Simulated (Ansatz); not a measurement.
## Geometry relaxation of Zn

The run: geometry relaxation of Zn (Fm-3m, 4 atoms in the cell). Method and program: DFT PBE, scalar-relativistic, plane waves, PAW, no spin polarisation (Ansatz 0.2.0).

The structure was made by a generator, so it may or may not be a known phase.

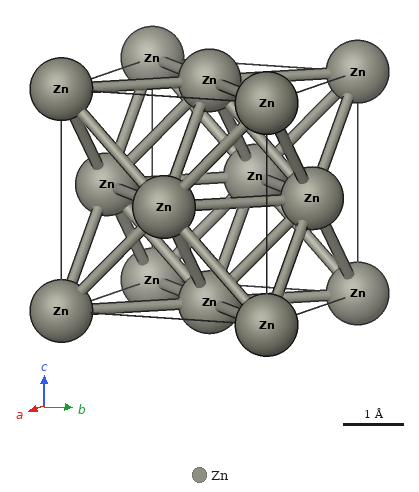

*The structure as given in the input (ball-and-stick view of the cell of the calculation, seen slightly off an axis). An atom can appear more than once, as a periodic image.*

Near neighbours in the periodic cell (some may lie outside the picture): Zn has 12 Zn at 2.66 Å.

Input:
```yaml
crystal:
  lattice:
    - [3.7648304734, 0.0, 0.0]
    - [0.0, 3.7648304734, 0.0]
    - [0.0, 0.0, 3.7648304734]
  atoms:
    - { symbol: Zn, position: [-1.43069e-05, -1.43069e-05, -1.43069e-05] }
    - { symbol: Zn, position: [0.5000143069, 1.0000143069, 0.4999856931] }
    - { symbol: Zn, position: [0.4999856931, 0.5000143069, 1.0000143069] }
    - { symbol: Zn, position: [1.0000143069, 0.4999856931, 0.5000143069] }
basis:
  ecutwfc: 420
kpoints:
  mp_grid: { grid: [12, 12, 12] }
hamiltonian:
  xc: pbe
scf:
  occupations: { method: gaussian, width: 0.1 }
output:
  forces: true
  stress: true
  eigenvalues: true
  write_density: true
  write_potential: true
  elf: true
  volumetric_format: npy
relax:
  adjacent_minimum: "off"
  f_tol: 0.01
  max_steps: 30
```

Run on 1 thread of Intel Xeon @ 2.50GHz (Skylake/Cascade Lake), 189 GiB of memory available, shared host.

Command:
```bash
ansatz run input.yaml --threads 1 --pin off --max-ram 2560MiB --backend cpu --events-out ev --progress --plain --runs-dir out
```

Output:
```
Warning: output.stress: scf.convergence.dr2_threshold = 1e-7 eV (the SCF's general default) is looser than the 4e-10 eV advised for a printed stress (1e-10 eV for each atom of the cell: 4). What an SCF threshold leaves in a stress goes as its square root, and in the free energy as the threshold itself, and one threshold admits the most on a small cell: of the crystals measured, under no hybrid functional and no lock of the moments, on runs that ended without the residual-converged pass, on stresses that held no estimate of that error, the worst erred by over 100 MPa in a component at 1e-7 eV an atom and by under 5 at 1e-10. Every solve of this run answers to scf.convergence.dr2_threshold, and the tensor of one is reported: a single SCF on the reported geometry and on this run's grids (its basis.xc_grid and basis.ecutrho_ratio typed), with scf.convergence.dr2_threshold at 4e-10 eV or tighter, prints it and tightens no other solve. Else set scf.convergence.dr2_threshold to 4e-10 eV or tighter. The threshold is an SCF's pass mark: one that does not reach it within its budget of iterations ends unconverged, or closes short of it on a stop that the run arms, and scf.convergence.dr2_threshold's page says what that costs each kind of run
Engine: ansatz 0.2.0, x86_64-unknown-linux-gnu
Pseudopotentials: kind: paw
Pseudopotential: Zn, paw, valence charge 12, recommended cutoff 420 eV (normal), Zn.paw.azcp
Functional definition: PBE
  parameter kappa = 0.804
  parameter beta = 0.06672455060314922
  exchange = pbe_x(kappa = kappa, mu = beta*pi^2/3)
  correlation = pbe_c(beta = beta)
Crystal: 4 atoms, lattice volume = 53.363 Å³
Basis set: ecut = 420 eV, 1021 PW (Γ), exchange–correlation on 54×54×54 points (8 copies of the dense FFT grid, shifted against one another)
Bands: 29, of which v1, the nominal top of the filled ones, is band 24 counted from 1 (23 counted from 0)
Symmetry: 12 space group operations
Space group: P213 (ITA 198), of the structure as read, at distance tolerance 3.8e-5 Å
k-points: 119 of 1728 (time reversal used)
Non-local potential: Zn, projectors of the file, l = 0: 2, l = 1: 2, l = 2: 3, l = 3: 1
PAW form: soft (Blöchl's): semilocal exchange-correlation on the pseudo side does not see the compensation charge
PAW one-centre angular grid: Zn, 590 points (default); XC on 64 Gauss nodes
Initial density: superposition of atomic densities (neutral atoms: chi_scale 0, normalization atom), corrected by the library's trained network
Initial wavefunctions: pseudopotential atomic-orbital guess
Functional: x = pbe(κ = 0.804, μ = 0.2195149727645171), c = pbe(β = 0.06672455060314922)
SCF iter   1: F=—  HF=-13275.787284 eV  |F-HF|=—  |Δ(HF+E_count)|=         —  Δρ=8.30e-4  dr2=1.18e-4  ethr=1.77e-3  ⟨swp⟩=5.9  Hψ=14010  notcnv=0
preconditioner: auto → Kerker (q_TF=auto, 2.681 Å⁻¹)  [metal: Δε(μ)=0.051 eV  Ē_g=11.601 eV  σ=0.100 eV  W_gap=0.27  n_scr=18 (ndim 8)  ℏωp=35.2 eV  f_vac=0.000  D(μ)=0.92/eV (n_scr^D=6)]
SCF iter   2: F=—  HF=-13275.788469 eV  |F-HF|=—  |Δ(HF+E_count)|=   1.18e-3  Δρ=4.02e-4  dr2=2.33e-5  ethr=2.45e-7  ⟨swp⟩=3.1  Hψ=9110  notcnv=0
SCF iter   3: F=—  HF=-13275.788495 eV  |F-HF|=—  |Δ(HF+E_count)|=   2.62e-5  Δρ=2.66e-4  dr2=9.95e-6  ethr=4.85e-8  ⟨swp⟩=2.0  Hψ=6152  notcnv=0
iter 4 did not close the SCF: its close was put off for the readings that it lacked (scf_convergence_deferred on its scf_iter line)
SCF iter   4: F=-13275.788526 eV  HF=-13275.788526 eV  |F-HF|=2.02e-7  |Δ(HF+E_count)|=   3.12e-5  Δρ=7.03e-5  dr2=1.10e-6  ethr=2.07e-8  ⟨swp⟩=2.2  Hψ=5931  notcnv=0
iter 5 did not close the SCF: its close was put off for the readings that it lacked (scf_convergence_deferred on its scf_iter line)
SCF iter   5: F=-13275.788527 eV  HF=-13275.788527 eV  |F-HF|=1.73e-8  |Δ(HF+E_count)|=   7.99e-7  Δρ=7.86e-6  dr2=1.25e-8  ethr=2.29e-9  ⟨swp⟩=2.0  Hψ=6189  notcnv=0
SCF iter   6: F=-13275.788527 eV  HF=-13275.788527 eV  |F-HF|=2.18e-11  |Δ(HF+E_count)|=   1.87e-8  Δρ=2.03e-6  dr2=1.05e-9  ethr=2.60e-11  ⟨swp⟩=7.5  Hψ=23993  notcnv=0
SCF 1 converged in 6 iterations: F = -13275.788527 eV  dr2 = 1.05e-9
  greatest PAW one-centre occupation: 0.981 electrons in one spin orbital (limit 2), on the Zn atom at site 1 (counted from 0), in its partial waves of l = 2
relax step   1: F+E_penalty+E_count = -13275.78852674 eV  Δ(F+E_penalty+E_count) = +0.000e0 eV  max|allowed force component| = 2.439e-4 eV/Å  Δτ_max = 0.0000 Å  (6 SCF iters, dr2 threshold 2.50e-6 eV, accepted)
Initial density: handed on by an earlier stage of this run
Initial wavefunctions: those handed on with the density
iter 1 solved again at ethr=2.18e-12 eV; its pass at ethr=3.10e-3 eV (dr2=1.05e-9 eV) is discarded
SCF iter   1: F=—  HF=-13275.788527 eV  |F-HF|=—  |Δ(HF+E_count)|=         —  Δρ=2.03e-6  dr2=1.05e-9  ethr=2.18e-12  ⟨swp⟩=1.0  Hψ=9863  notcnv=0
preconditioner: auto → Kerker (q_TF=auto, 2.681 Å⁻¹)  [metal: Δε(μ)=0.051 eV  Ē_g=11.599 eV  σ=0.100 eV  W_gap=0.27  n_scr=18 (ndim 8)  ℏωp=35.2 eV  f_vac=0.000  D(μ)=0.92/eV (n_scr^D=6)]
SCF iter   2: F=-13275.788527 eV  HF=-13275.788527 eV  |F-HF|=1.09e-10  |Δ(HF+E_count)|=   9.24e-8  Δρ=1.34e-6  dr2=6.13e-10  ethr=2.18e-12  ⟨swp⟩=6.7  Hψ=19433  notcnv=0
SCF 2 converged in 2 iterations: F = -13275.788527 eV  dr2 = 6.13e-10
  greatest PAW one-centre occupation: 0.981 electrons in one spin orbital (limit 2), on the Zn atom at site 0 (counted from 0), in its partial waves of l = 2
relax step   2: F+E_penalty+E_count = -13275.78852674 eV  Δ(F+E_penalty+E_count) = -3.656e-10 eV  max|allowed force component| = 2.439e-4 eV/Å  Δτ_max = 0.0000 Å  (2 SCF iters, accepted)
```

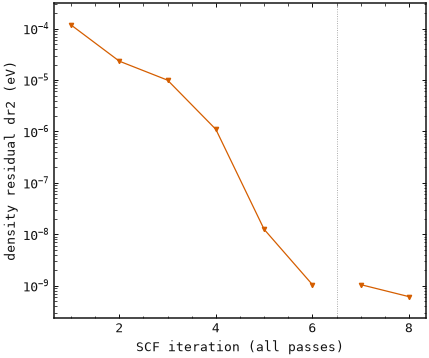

*Convergence of the self-consistent field: density residual dr2 against the SCF iteration. The dotted lines part the SCF passes of the relaxation: geometry steps, rejected trials and re-solves on a re-selected basis.*

The passes take 6 and 2 iterations.

```
SCF converged after 2 iterations
Free energy (F): -13275.788527 eV
Harris-Foulkes:  -13275.788527 eV  (|F-HF|=1.09e-10)
Internal energy: -13275.783925 eV  (E = F + TS)
E sigma→0 (E₀):  -13275.786226 eV
Entropy (-TS):   -0.004601 eV (-1.150 meV/atom)
Fermi energy:    13.129167 eV
--- Per-component energies (eV) ---
  E_band       = 280.643792
  E_kinetic    = 529.411075
  E_local      = -5775.362088  (includes V_loc(G=0)·N_el)
  E_nonlocal   = 2438.946032
  E_hartree    = 2431.388356
  E_xc         = -554.894507
  E_vxc        = -215.910322  (∫ρ·V_xc dr)
  E_paw        = -7294.878674  (= ΣΔE_a)
  E_vpaw       = -1559.217518  (= ΣTr[D̂ρ^β])
  E_aug_tail   = -0.001551  (compensation charges beyond the density's cutoff)
  E_ewald      = -5050.392570
  E_smearing   = -0.004601  (= −TS)
  E_closure    = 0.000000  (closes the sum)
  Σ components = -13275.788527   (vs F -13275.788527, Δ=0.00e0)
--- Forces (eV/Å), atoms counted from 1 ---
  atom   1  Zn     0.00024386     0.00024386     0.00024386
  atom   2  Zn    -0.00024386    -0.00024386     0.00024386
  atom   3  Zn     0.00024386    -0.00024386    -0.00024386
  atom   4  Zn    -0.00024386     0.00024386    -0.00024386
  max |Σ_I F_I| component: 2.71e-20 eV/Å
--- Stress (GPa, compression-positive) ---
       12.239779      -0.000000       0.000000
       -0.000000      12.239779      -0.000000
        0.000000       0.000000      12.239779
  P = ⅓ Tr σ = 12.2398 GPa (122.398 kbar)
--- Band table (eV; the first three rows and the last of 119) ---
  k-point 0: bands = ["1.6662", "4.2214", "4.2214", "4.2214", "4.3484", "4.3484", "4.3484", "5.1375", "5.1375", "5.1375", "5.6229", "5.6229", "5.9632", "5.9632", "5.9632", "6.0697", "6.0697", "6.0697", "6.0697", "6.0697", "6.0697", "11.7515", "11.7515", "11.7515", "15.3385", "15.3385", "15.3385", "22.1358", "22.1358"]
  k-point 1: bands = ["1.7428", "4.2344", "4.2451", "4.2451", "4.3616", "4.3661", "4.3661", "5.1238", "5.1505", "5.1505", "5.6104", "5.6286", "5.9473", "5.9473", "5.9573", "6.0160", "6.0160", "6.0502", "6.0502", "6.0697", "6.0697", "11.0481", "11.8785", "11.8785", "15.3831", "15.3831", "16.1835", "21.5292", "21.5292"]
  k-point 2: bands = ["1.9710", "4.2701", "4.3127", "4.3127", "4.4003", "4.4193", "4.4193", "5.0837", "5.1892", "5.1892", "5.5753", "5.6454", "5.8693", "5.8693", "5.9012", "5.9012", "5.9401", "5.9940", "5.9940", "6.0698", "6.0698", "9.7465", "12.2446", "12.2446", "15.5191", "15.5191", "17.9131", "20.3235", "20.3235"]
  k-point 118: bands = ["4.1598", "4.1598", "4.1598", "4.1598", "5.1288", "5.1288", "5.1288", "5.1288", "5.1288", "5.1288", "5.1288", "5.1288", "5.9797", "5.9797", "5.9797", "5.9797", "5.9797", "5.9797", "5.9797", "5.9797", "9.6215", "9.6215", "9.6215", "9.6215", "11.9671", "11.9671", "11.9671", "11.9671", "29.8295"]
--- Relaxed structure (2 steps of the walk, 2 accepted, 0 SCFs on fresh bases) ---
  F+E_penalty+E_count = -13275.78852674 eV   max|allowed force component| = 2.439e-4 eV/Å
  atoms:
    - { symbol: Zn, position: [-1.4306900000000002e-5, -1.4306900000000002e-5, -1.4306900000000002e-5] }
    - { symbol: Zn, position: [0.5000143069, 1.0000143069, 0.4999856931000001] }
    - { symbol: Zn, position: [0.4999856931000001, 0.5000143069, 1.0000143069] }
    - { symbol: Zn, position: [1.0000143069, 0.4999856931000001, 0.5000143069] }
```

Trajectory as extended XYZ (Å, eV, eV/Å), 2 frames, from step=1 to step=2:
```
4
Lattice="3.7648 0.0000 0.0000 0.0000 3.7648 0.0000 0.0000 0.0000 3.7648" Properties=species:S:1:pos:R:3:forces:R:3 step=1 energy=-13275.78853
Zn   -0.0001   -0.0001   -0.0001    0.0002   0.0002   0.0002
Zn    1.8825    3.7649    1.8824   -0.0002  -0.0002   0.0002
Zn    1.8824    1.8825    3.7649    0.0002  -0.0002  -0.0002
Zn    3.7649    1.8824    1.8825   -0.0002   0.0002  -0.0002
4
Lattice="3.7648 0.0000 0.0000 0.0000 3.7648 0.0000 0.0000 0.0000 3.7648" Properties=species:S:1:pos:R:3:forces:R:3 step=2 energy=-13275.78853
Zn   -0.0001   -0.0001   -0.0001    0.0002   0.0002   0.0002
Zn    1.8825    3.7649    1.8824   -0.0002  -0.0002   0.0002
Zn    1.8824    1.8825    3.7649    0.0002  -0.0002  -0.0002
Zn    3.7649    1.8824    1.8825   -0.0002   0.0002  -0.0002
```

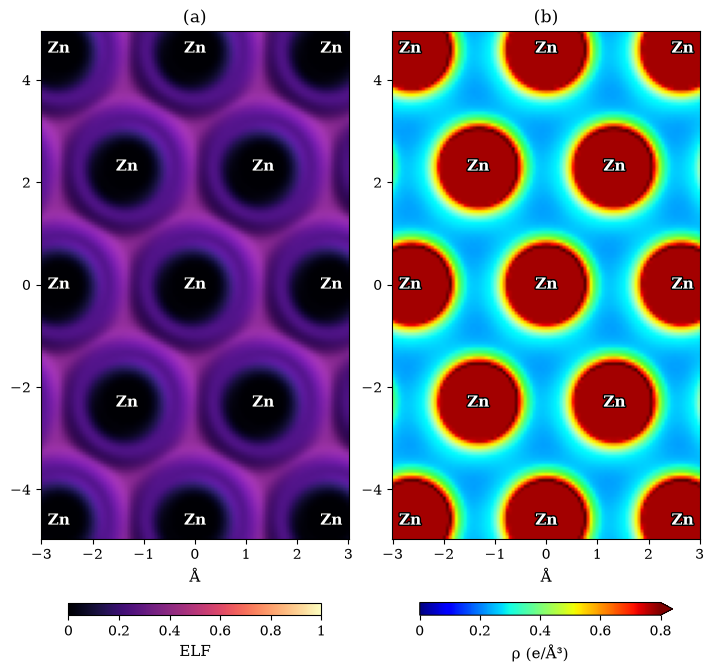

*(a) electron localisation function; (b) valence charge density (pseudo) on the (111) plane of the conventional cell.*

The section cuts through Zn sites. Zn–Zn (2.66 Å): ρ at the midpoint is about 0.24 e/Å³; the ELF is about 0.30 at the midpoint; no shared electron pair. Away from the nuclei the density in this plane falls to 0.2 e/Å³ at its lowest. The fields are those of the smooth PAW valence density.

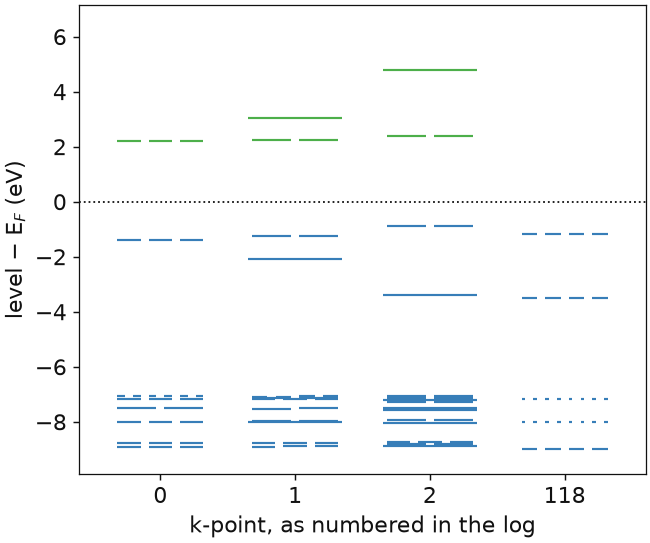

*Kohn–Sham levels near the Fermi level (dotted) at the few k-points that the log prints; levels within 0.02 eV of each other stand side by side.*

The system is metallic on the full mesh.

Key numbers:

| quantity | value |
| --- | --- |
| outcome | converged |
| space group (tolerance 0.01 Å) | Fm-3m (225) |
| electrons treated | 48 |
| free energy | −13275.7885 eV |
| Fermi energy | 13.129 eV |
| gap on the k-point mesh | none (metallic) |
| pressure | 12.24 GPa |
| final volume | 53.36 Å³ |
| largest force (length of the vector) at the end | under 0.001 eV/Å |
| final cell | a = 3.765 Å, b = 3.765 Å, c = 3.765 Å, α = 90.00°, β = 90.00°, γ = 90.00° |
| wall time | 61 s |
| peak memory | 0.44 GiB |

Remarks:

Warnings of the run: the SCF threshold is looser than advised for the printed stress. The cell is under a pressure of 12.2 GPa at this level, so it is not at its equilibrium volume.
